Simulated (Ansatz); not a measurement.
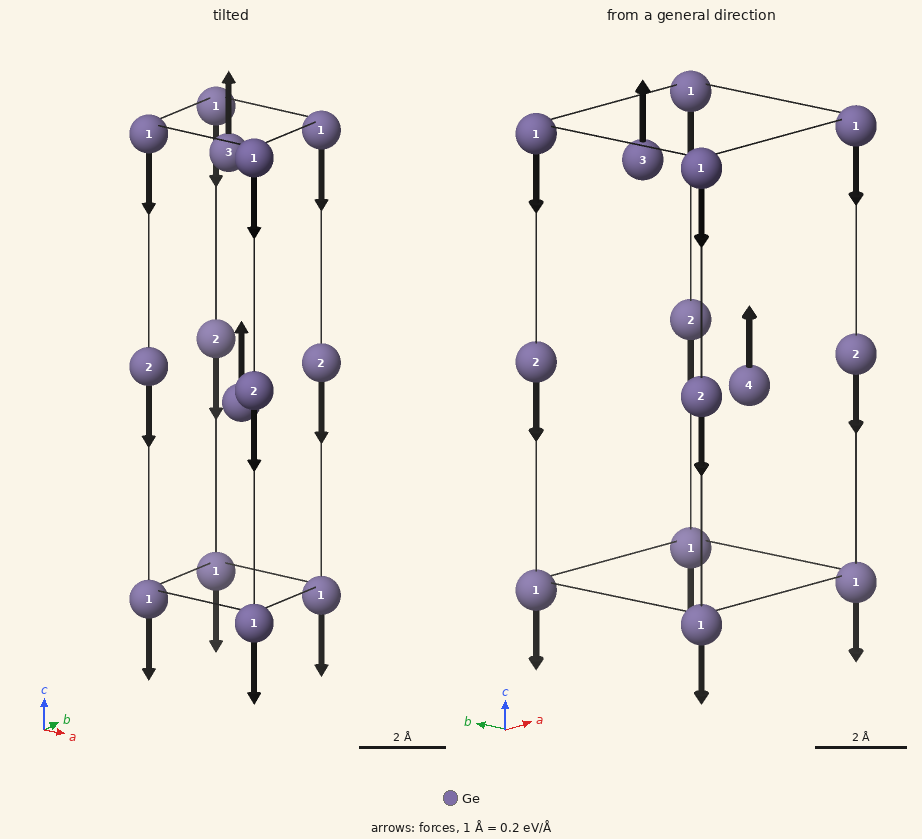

Structure drawing (spheres-only), viewed slightly off an axis and from a general direction. The simulation cell is outlined; an atom on or near a face, edge or corner is repeated at each equivalent position. The arrows are the computed forces on the atoms.

System: Ge. The numbers come from DFT LDA, scalar-relativistic, plane waves, PAW in Ansatz, using E_cut = 420 eV, k-points on a 12×12×4 grid, Gaussian smearing of 0.1 eV, no spin polarisation.

### Is the structure at a minimum of the energy?

No. The atoms still feel forces of up to about 0.3 eV/Å, far above a usual threshold of 0.01 to 0.03 eV/Å.

### Find the atom with the largest force.

All Ge atoms, about 0.3 eV/Å.

The model was built from a structure listed in the Materials Project. The cell was then strained or its atoms displaced on purpose. It went into a calculation with Ansatz.
